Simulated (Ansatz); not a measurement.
System: Al.

```
CELL_PARAMETERS angstrom
2.72177 0.00000 0.00000
0.00000 2.72177 0.00000
0.00000 0.00000 2.72177
ATOMIC_POSITIONS crystal
Al 0.00000 0.00000 0.00000
```

Space group Pm-3m; a structure generated by program, which may or may not match a known phase; computed without spin polarisation.

Computed with Ansatz 0.2.0, DFT PBE, scalar-relativistic, plane waves, PAW.

Question: What can the converged valence pseudo-density and electron localisation function tell about the bonding?

Answer: Al–Al (2.72 Å): ρ is about 0.22 e/Å³ halfway; the ELF peaks at about 0.80 between the atoms.

Question: Does the calculation give a band gap?

Answer: It is metallic or semimetallic at this level of theory: no gap opens.

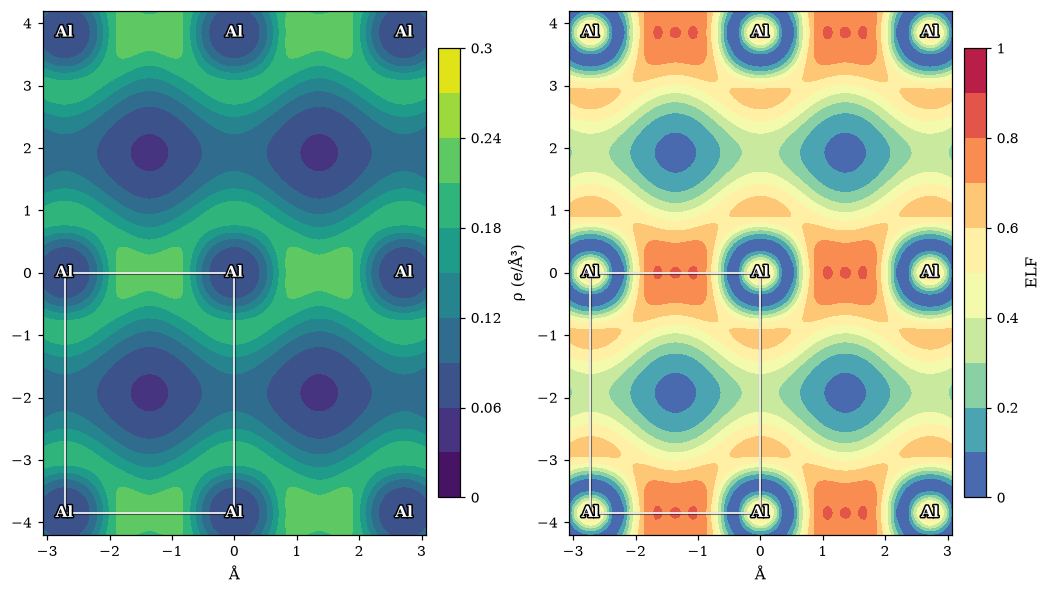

Computed valence pseudo-density and electron localisation function on the (101) plane of the conventional cell, in this order. 
